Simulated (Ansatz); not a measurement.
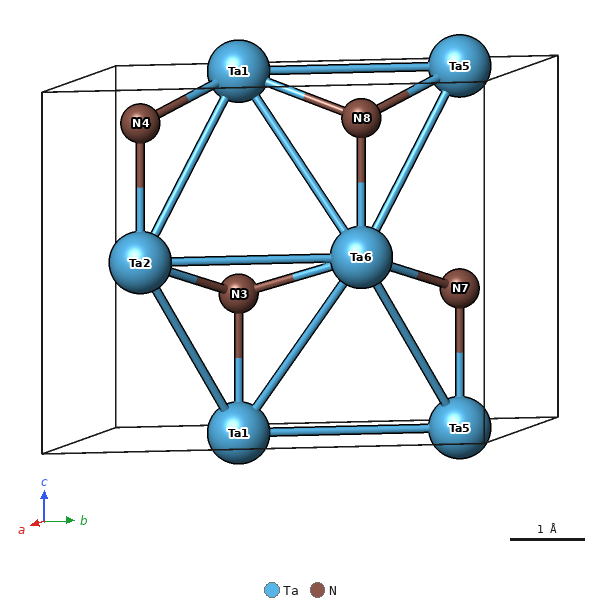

*The structure as given in the input (ball-and-stick view of the cell of the calculation, seen slightly off an axis; atoms are numbered from 1 in the order of the input).*

# Single-point calculation, with input and output: TaN (part 1 of 2)

System: TaN (P6₃mc, 8 atoms in the cell).
Method: DFT PBE+U, scalar-relativistic, plane waves, PAW, Ueff = 2 eV on Ta atom 1 d; Ueff = 2 eV on Ta atom 2 d; Ueff = 2 eV on Ta atom 5 d; Ueff = 2 eV on Ta atom 6 d, spin-polarised (Ansatz 0.2.0).

The structure derives from an entry of the Crystallography Open Database. It belongs to a series of runs on one base structure; here: ferromagnetic start, free, natural orbitals of the symmetric run filled by rank. Figures and captions count atoms from 1; the log counts them from 0 in places.

## Log
```
Ta: projections on atomic orbitals take those of the free atom [Kr 4d10 4f14] 5s2 5p6 5d3 6s2, of charge +0.00 (hamiltonian.pseudopotentials.projection_atoms); the dataset's partial waves leave at most 6.0e-5 of an orbital's norm unspanned inside its sphere
N: projections on atomic orbitals take those of the free atom [He] 2s2 2p3, of charge +0.00 (hamiltonian.pseudopotentials.projection_atoms); the dataset's partial waves leave at most 9.3e-9 of an orbital's norm unspanned inside its sphere
Engine: ansatz 0.2.0, aarch64-unknown-linux-gnu
Pseudopotentials: kind: paw
Pseudopotential: Ta, paw, valence charge 13, recommended cutoff 420 eV (normal), Ta.paw.azcp
Pseudopotential: N, paw, valence charge 5, recommended cutoff 420 eV (normal), N.paw.azcp
Functional definition: PBE
  parameter kappa = 0.804
  parameter beta = 0.06672455060314922
  exchange = pbe_x(kappa = kappa, mu = beta*pi^2/3)
  correlation = pbe_c(beta = beta)
Crystal: 8 atoms, lattice volume = 79.595 Å³
Basis set: ecut = 420 eV, 1571 PW (Γ), exchange–correlation on 48×90×72 points (8 copies of the dense FFT grid, shifted against one another)
Bands: 48, of which v1, the nominal top of the filled ones, is band 36 counted from 1 (35 counted from 0)
Symmetry: 8 space group operations
Space group: P63mc (ITA 186), of the structure as read, at distance tolerance 4.3e-5 Å
Magnetic group: BNS 186.203 (UNI 1433), of the structure as read, at distance tolerance 4.3e-5 Å
k-points: 48 of 196 (time reversal used)
Non-local potential: Ta, projectors of the file, l = 0: 3, l = 1: 2, l = 2: 2, l = 3: 1
Non-local potential: N, projectors of the file, l = 0: 2, l = 1: 2, l = 2: 1
PAW form: soft (Blöchl's): semilocal exchange-correlation on the pseudo side does not see the compensation charge
PAW one-centre angular grid: Ta, 590 points (default); XC on 64 Gauss nodes
PAW one-centre angular grid: N, 110 points (default); XC on 64 Gauss nodes
Initial density: superposition of atomic densities (chi_scale 0.1, normalization cell, long waves kept (reshape's long-wave potential 0.00 eV rms))
Starting moments: Σ|m| = 8 μB on 4 of 8 sites
Initial wavefunctions: pseudopotential atomic-orbital guess
Functional: x = pbe(κ = 0.804, μ = 0.2195149727645171), c = pbe(β = 0.06672455060314922)
SCF iter   1: F=—  HF=-41246.488936 eV  |F-HF|=—  |Δ(HF+E_count)|=         —  Δρ=1.04e-1 (↑9.82e-2 ↓1.04e-1)  dr2=1.42e1  dr2_m=4.16e0  M=2.263 μB ∫|m|=2.537 μB  β_m=0.30  ethr=3.10e-3  ⟨swp⟩=6.0  Hψ=18643  notcnv=0  defer=7
preconditioner: auto → Kerker (q_TF=auto, 2.683 Å⁻¹)  [metal: Δε(μ)=0.008 eV  Ē_g=12.639 eV  σ=0.050 eV  W_gap=0.09  n_scr=22 (ndim 8)  ℏωp=26.3 eV  f_vac=0.000  D(μ)=5.00/eV (n_scr^D=46)]
spin=Collinear: Kerker preconditioning applied to the charge; magnetization (m = ρ↑ − ρ↓) channel mixes plain (no charge-response kernel on spin).
SCF iter   2: F=—  HF=-41244.470837 eV  |F-HF|=—  |Δ(HF+E_count)|=    2.02e0  Δρ=7.07e-2 (↑6.27e-2 ↓7.07e-2)  dr2=4.40e0  dr2_m=2.26e0  M=1.760 μB ∫|m|=2.116 μB  β_m=0.30  ethr=3.10e-3  ⟨swp⟩=2.8  Hψ=8175  notcnv=0  defer=406
SCF iter   3: F=—  HF=-41243.852717 eV  |F-HF|=—  |Δ(HF+E_count)|=   6.18e-1  Δρ=4.78e-2 (↑3.88e-2 ↓4.78e-2)  dr2=4.16e-1  dr2_m=1.22e0  M=1.403 μB ∫|m|=1.829 μB  β_m=0.30  ethr=3.10e-3  ⟨swp⟩=3.0  Hψ=7415  notcnv=0  defer=399
SCF iter   4: F=—  HF=-41243.990379 eV  |F-HF|=—  |Δ(HF+E_count)|=   1.38e-1  Δρ=3.02e-2 (↑3.01e-2 ↓3.02e-2)  dr2=1.65e-2  dr2_m=6.61e-1  M=1.196 μB ∫|m|=1.621 μB  β_m=0.30  ethr=5.78e-4  ⟨swp⟩=3.4  Hψ=8765  notcnv=0  defer=404
SCF iter   5: F=—  HF=-41244.111226 eV  |F-HF|=—  |Δ(HF+E_count)|=   1.21e-1  Δρ=2.23e-2 (↑2.23e-2 ↓2.18e-2)  dr2=4.56e-3  dr2_m=3.52e-1  M=1.076 μB ∫|m|=1.496 μB  β_m=0.30  ethr=2.29e-5  ⟨swp⟩=2.4  Hψ=6289  notcnv=0  defer=404
SCF iter   6: F=—  HF=-41244.183851 eV  |F-HF|=—  |Δ(HF+E_count)|=   7.26e-2  Δρ=1.60e-2 (↑1.59e-2 ↓1.60e-2)  dr2=3.46e-4  dr2_m=1.85e-1  M=1.003 μB ∫|m|=1.412 μB  β_m=0.30  ethr=6.34e-6  ⟨swp⟩=2.1  Hψ=6175  notcnv=0  defer=404
SCF iter   7: F=—  HF=-41244.221274 eV  |F-HF|=—  |Δ(HF+E_count)|=   3.74e-2  Δρ=1.16e-2 (↑1.16e-2 ↓1.16e-2)  dr2=1.57e-4  dr2_m=9.84e-2  M=0.942 μB ∫|m|=1.341 μB  β_m=0.30  ethr=4.80e-7  ⟨swp⟩=2.1  Hψ=7488  notcnv=0  defer=404
Mixer restart at iter 7: flushing history
spin-set hold released at iteration 7 (site moments contracting): the magnetisation degrees of freedom join the quasi-Newton model from the next iteration; the mixer history was flushed
SCF iter   8: F=—  HF=-41244.242030 eV  |F-HF|=—  |Δ(HF+E_count)|=   2.08e-2  Δρ=8.58e-3 (↑8.55e-3 ↓8.58e-3)  dr2=1.55e-4  dr2_m=5.35e-2  M=0.885 μB ∫|m|=1.279 μB  β_m=0.65  ethr=2.19e-7  ⟨swp⟩=2.3  Hψ=8350  notcnv=0  defer=404
SCF iter   9: F=—  HF=-41244.271527 eV  |F-HF|=—  |Δ(HF+E_count)|=   2.95e-2  Δρ=7.17e-4 (↑7.07e-4 ↓7.17e-4)  dr2=3.31e-5  dr2_m=3.51e-4  M=0.693 μB ∫|m|=1.070 μB  β_m=0.82  ethr=2.16e-7  ⟨swp⟩=3.0  Hψ=9394  notcnv=0  defer=404
SCF iter  10: F=—  HF=-41244.272255 eV  |F-HF|=—  |Δ(HF+E_count)|=   7.28e-4  Δρ=2.75e-4 (↑2.28e-4 ↓2.75e-4)  dr2=5.27e-6  dr2_m=4.47e-5  M=0.675 μB ∫|m|=1.045 μB  β_m=0.91  ethr=4.60e-8  ⟨swp⟩=2.8  Hψ=8385  notcnv=0  defer=401
SCF iter  11: F=—  HF=-41244.272356 eV  |F-HF|=—  |Δ(HF+E_count)|=   1.01e-4  Δρ=5.92e-5 (↑5.92e-5 ↓1.84e-5)  dr2=2.59e-6  dr2_m=7.02e-7  M=0.668 μB ∫|m|=1.034 μB  β_m=0.91  ethr=7.31e-9  ⟨swp⟩=3.0  Hψ=9152  notcnv=0  defer=401
Mixer restart at iter 11: flushing history
SCF iter  12: F=—  HF=-41244.279020 eV  |F-HF|=—  |Δ(HF+E_count)|=         —  Δρ=5.50e-5 (↑5.50e-5 ↓1.86e-5)  dr2=1.83e-6  dr2_m=7.21e-7  M=0.668 μB ∫|m|=1.033 μB  β_m=0.91  ethr=3.60e-9  ⟨swp⟩=2.0  Hψ=4964  notcnv=0  defer=401
SCF iter  13: F=—  HF=-41250.181235 eV  |F-HF|=—  |Δ(HF+E_count)|=    5.90e0  Δρ=9.11e-3 (↑7.06e-3 ↓9.11e-3)  dr2=1.04e-1  dr2_m=2.15e-2  M=0.330 μB ∫|m|=0.483 μB  β_m=0.33  ethr=2.55e-9  ⟨swp⟩=6.5  Hψ=19815  notcnv=0  defer=402
SCF iter  14: F=—  HF=-41250.265589 eV  |F-HF|=—  |Δ(HF+E_count)|=   8.44e-2  Δρ=5.46e-3 (↑5.35e-3 ↓5.46e-3)  dr2=2.97e-2  dr2_m=1.33e-2  M=0.254 μB ∫|m|=0.373 μB  β_m=0.81  ethr=2.55e-9  ⟨swp⟩=5.0  Hψ=15986  notcnv=0  defer=395
SCF iter  15: F=—  HF=-41250.352377 eV  |F-HF|=—  |Δ(HF+E_count)|=   8.68e-2  Δρ=1.70e-3 (↑1.67e-3 ↓1.70e-3)  dr2=2.99e-3  dr2_m=1.39e-3  M=0.102 μB ∫|m|=0.137 μB  β_m=0.94  ethr=2.55e-9  ⟨swp⟩=6.1  Hψ=17249  notcnv=0  defer=395
SCF iter  16: F=—  HF=-41250.355801 eV  |F-HF|=—  |Δ(HF+E_count)|=   3.42e-3  Δρ=2.77e-4 (↑2.77e-4 ↓2.31e-4)  dr2=4.75e-5  dr2_m=3.37e-5  M=0.031 μB ∫|m|=0.036 μB  β_m=0.97  ethr=2.55e-9  ⟨swp⟩=4.7  Hψ=13302  notcnv=0  defer=395
SCF iter  17: F=—  HF=-41250.355935 eV  |F-HF|=—  |Δ(HF+E_count)|=   1.34e-4  Δρ=8.78e-5 (↑8.77e-5 ↓8.78e-5)  dr2=8.99e-7  dr2_m=5.29e-6  M=0.012 μB ∫|m|=0.014 μB  β_m=0.98  ethr=2.55e-9  ⟨swp⟩=3.0  Hψ=9408  notcnv=0  defer=395
SCF iter  18: F=—  HF=-41250.355956 eV  |F-HF|=—  |Δ(HF+E_count)|=   2.14e-5  Δρ=2.77e-5 (↑2.77e-5 ↓2.18e-5)  dr2=1.79e-7  dr2_m=4.07e-7  M=0.003 μB ∫|m|=0.004 μB  β_m=0.99  ethr=1.25e-9  ⟨swp⟩=3.0  Hψ=8894  notcnv=0  defer=395
iter 19 did not close the SCF: its close was put off for a magnetic moment that had not settled (scf_convergence_deferred on its scf_iter line)
SCF iter  19: F=-41250.355958 eV  HF=-41250.355958 eV  |F-HF|=7.49e-9  |Δ(HF+E_count)|=   1.88e-6  Δρ=4.53e-6 (↑4.28e-6 ↓4.53e-6)  dr2=2.79e-8  dr2_m=7.19e-9  M=0.000 μB ∫|m|=0.000 μB  β_m=1.00  ethr=1.39e-10  ⟨swp⟩=16.6  Hψ=34323  notcnv=0
iter 20 did not close the SCF: its close was put off for a magnetic moment that had not settled (scf_convergence_deferred on its scf_iter line)
SCF iter  20: F=-41250.355958 eV  HF=-41250.355958 eV  |F-HF|=1.46e-11  |Δ(HF+E_count)|=   2.36e-8  Δρ=8.84e-7 (↑8.84e-7 ↓6.62e-7)  dr2=9.67e-10  dr2_m=1.93e-10  M=0.000 μB ∫|m|=0.000 μB  β_m=1.00  ethr=3.87e-11  ⟨swp⟩=5.6  Hψ=24879  notcnv=0
SCF iter  21: F=-41250.355958 eV  HF=-41250.355958 eV  |F-HF|=7.28e-12  |Δ(HF+E_count)|=  3.20e-10  Δρ=1.42e-7 (↑1.35e-7 ↓1.42e-7)  dr2=3.78e-11  dr2_m=4.64e-12  M=0.000 μB ∫|m|=0.000 μB  ethr=1.34e-12  ⟨swp⟩=4.6  Hψ=21077  notcnv=0
WARN: the starting moments were not kept: the SCF closed with an absolute magnetisation of 7.3e-6 μB, where they sum to 8 μB in size (4 sites). That is at most 0.1 of that sum. Measured as dr2_m measures the in/out step, that magnetisation stands 2.2e-12 eV from none, at or under the dr2_threshold of 1.0e-7 eV: it is no larger than a step whose dr2_m would equal this threshold. The system may hold no moment; this SCF shows only that its start led to no more than that. To try another start: raise the starting moments (crystal.atoms[].spin, magnetization.per_species, magnetization.initial_magnetization, or on a non-collinear deck that types none of these the spinor_matrix: blocks that start its atoms; where the total moment is fixed, keep their sum and leave initial_magnetization as it is; typed ones take the place of any that the run laid by itself, positive ones on a crystal's lanthanoids without a Hubbard term where scf.initial_density.shell_occupations: [] is typed) or, if the notice of its spin-set hold's release reads "site moments contracting" or "site moments show no strong build", lengthen the hold (scf.mixing.spin_hold: { on: { confirm: 4 } }; for m-r²SCAN on two components see the key's manual first). Each may lead to a state that holds a moment. A second SCF, from the converged charge density, with the starting moments and any scf.initial_density.shell_occupations laid on it anew, would have followed, and was not run: the deck does not ask for one (magnetization.retry_lost_moments is false, the default). To let it run, set magnetization.retry_lost_moments: true and run the deck again, where that key's refused combinations let it; where memory then withholds it, that run's warning says so.
WARN: hamiltonian.hubbard: on 4 of 8 specified blocks the occupation matrix of this SCF's result fails the test of the specified filling. At site 0 ↑ (sites count from 0 in the list of atoms of the cell that this SCF solves) the least filled combination of the orbitals specified full has occupation 0.446, and the fullest combination of the orbitals specified empty has occupation 0.421; the filling counts as kept where the first is at least 0.75 and exceeds the second by more than 0.25. The same holds at site 1 ↑, site 4 ↑, site 5 ↑. The state of this SCF's result may not hold the specified filling, though these bounds can also misjudge a state that does. This warning does not say which state is lower in energy, or whether the specified filling is a self-consistent state at all; see hamiltonian.hubbard.sites[].starting_ns, Limitations, and scf.initial_density.shell_occupations in the input reference
SCF 1 converged in 21 iterations: F = -41250.355958 eV  dr2 = 3.78e-11
  greatest PAW one-centre occupation: 1.000 electrons in one spin orbital (limit 2), on the Ta atom at site 5 (counted from 0), in its partial waves of l = 0
SCF converged after 21 iterations
Magnetization: 0.0000 μB (36.0000 up, 36.0000 down)
Absolute magnetization: 0.0000 μB (∫|ρ↑−ρ↓|, with the PAW one-centre terms)
Spin contamination: 0.0000 ħ² per cell (⟨S²⟩ above its minimum at these occupations)
Per-site moments (μB) at R_I (Å): [(3.6248649935070554e-7, 0.7632448712306328), (3.6248649933775716e-7, 0.7632448712306329), (-1.913064415856502e-7, 0.7632448712306329), (-1.913064414240846e-7, 0.7632448712306328), (3.624864993882415e-7, 0.7632448712306327), (3.624864993611077e-7, 0.7632448712306328), (-1.9130644144340824e-7, 0.7632448712306328), (-1.9130644138460237e-7, 0.7632448712306327)]
Free energy (F): -41250.355958 eV
Harris-Foulkes:  -41250.355958 eV  (|F-HF|=7.28e-12)
Internal energy: -41250.351019 eV  (E = F + TS)
E sigma→0 (E₀):  -41250.353489 eV
Entropy (-TS):   -0.004939 eV (-0.617 meV/atom)
Fermi energy:    22.844244 eV
--- Per-component energies (eV) ---
  E_band       = -90.904755
  E_kinetic    = 2088.313304
  E_local      = -2691.712577  (includes V_loc(G=0)·N_el)
  E_nonlocal   = 268.068906
  E_hartree    = 973.997500
  E_xc         = -1138.896755
  E_vxc        = -1154.375620  (∫ρ·V_xc dr)
  E_hubbard    = 9.559050  (on-site DFT+U / exact-exchange correction)
  E_vhub       = 2.954781  (the Hubbard potential's part of the band-sum identity)
  E_paw        = -34115.055846  (= ΣΔE_a)
  E_vpaw       = -552.149883  (= ΣTr[D̂ρ^β])
  E_aug_tail   = 0.001218  (compensation charges beyond the density's cutoff)
  E_ewald      = -6644.625820
  E_smearing   = -0.004939  (= −TS)
  E_closure    = 0.000000  (closes the sum)
  Σ components = -41250.355958   (vs F -41250.355958, Δ=0.00e0)
--- Specified on-site occupations, and those of the state reported ---
  electrons in the specified blocks: 8.4000 specified, 16.1633 found
  site 1 (l=d) ↑: largest change of an orbital's occupation 0.5237; electrons 2.0000 specified, 2.0204 found; spectral distance 0.9650
  site 4 (l=d) ↑: largest change of an orbital's occupation 0.5237; electrons 2.0000 specified, 2.0204 found; spectral distance 0.9650
  site 0 (l=d) ↑: largest change of an orbital's occupation 0.5237; electrons 2.0000 specified, 2.0204 found; spectral distance 0.9650
  site 5 (l=d) ↑: largest change of an orbital's occupation 0.5237; electrons 2.0000 specified, 2.0204 found; spectral distance 0.9650
  site 4 (l=d) ↓: largest change of an orbital's occupation 0.4266; electrons 0.1000 specified, 2.0204 found; spectral distance 0.8641
  site 0 (l=d) ↓: largest change of an orbital's occupation 0.4266; electrons 0.1000 specified, 2.0204 found; spectral distance 0.8641
  site 1 (l=d) ↓: largest change of an orbital's occupation 0.4266; electrons 0.1000 specified, 2.0204 found; spectral distance 0.8641
  site 5 (l=d) ↓: largest change of an orbital's occupation 0.4266; electrons 0.1000 specified, 2.0204 found; spectral distance 0.8641
--- Forces (eV/Å), atoms counted from 1 ---
  atom   1  Ta    -0.00000000     0.02778790     2.16934220
  atom   2  Ta     0.00000000    -0.02778790     2.16934220
  atom   3  N     -0.00000000     0.03098311    -2.16934528
  atom   4  N      0.00000000    -0.03098311    -2.16934528
  atom   5  Ta    -0.00000000     0.02778790     2.16934220
  atom   6  Ta     0.00000000    -0.02778790     2.16934220
  atom   7  N      0.00000000     0.03098311    -2.16934528
  atom   8  N      0.00000000    -0.03098311    -2.16934528
  max |Σ_I F_I| component: 1.23e-5 eV/Å
--- Stress (GPa, compression-positive) ---
      146.910750       0.000000       0.000000
        0.000000     147.768925       0.000000
        0.000000       0.000000     122.341359
  P = ⅓ Tr σ = 139.0070 GPa (1390.070 kbar)
--- Band table (eV; the first three rows and the last of 96) ---
```
